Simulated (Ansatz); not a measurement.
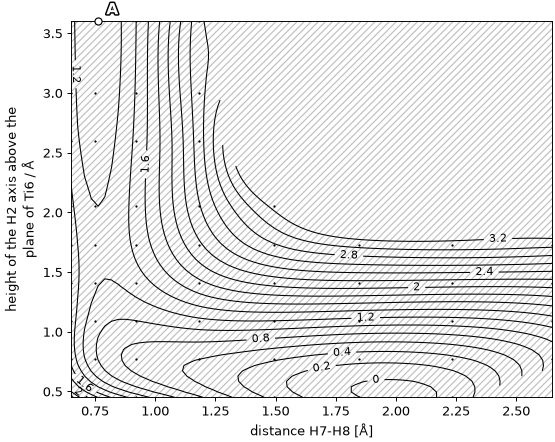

H₂ on a Ti(111) slab cut from the Im-3m phase, its upper half relaxed before the scan (6 atoms of substrate and one adsorbate in a 1 × 1 cell). H2 lies flat over one site of a rigid substrate while its bond length and height are varied; it sits over a hollow of the top layer over the deeper atom Ti5, heights counted from the top plane, its axis along the long diagonal of the hexagonal surface cell. First axis: distance H7-H8. Second axis: height of the H2 axis above the plane of Ti6. The scan uses an 8 × 9 grid. At 16 points there is no value (left out: too close to the surface, or the stretched molecule far from it). Points are written as (first, second). Energies: eV, counted from the lowest grid point. Level of theory: Ansatz, DFT PBE, scalar-relativistic, plane waves, PAW. Settings: cutoff 420 eV, k-mesh 6×6×1, gaussian smearing 0.1 eV, no spin polarisation.

Drawn: contour lines labelled in eV (none above 3.2), dots at the grid points, hatched blanks where no value was computed, the point A. Between grid points the surface is interpolated.

Find the lowest path from A to the other arm of the map, and its barrier.

Answer. The easiest path runs from the intact molecule far from the surface, (0.750 Å, 3.60 Å), to the well of the stretched molecule, about (2.02 Å, 0.48 Å). Its highest point, at (0.750 Å, 1.73 Å), lies about 0.2 eV above the start and 1.3 eV above the end on the interpolated surface. An end on the edge of the scan is no minimum, so the barrier from there is a lower bound.

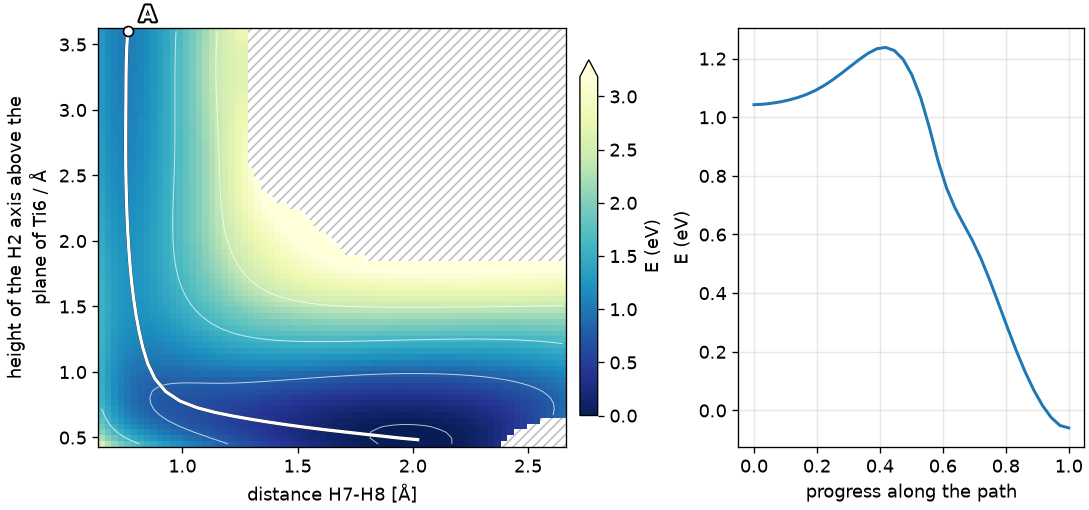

In the figure: a smooth colour map with a few white contour lines, a line along the lowest path, one colour for all values above the top of the scale, hatched blanks where no value was computed, the energy along the path at the right. Between grid points the surface is interpolated.
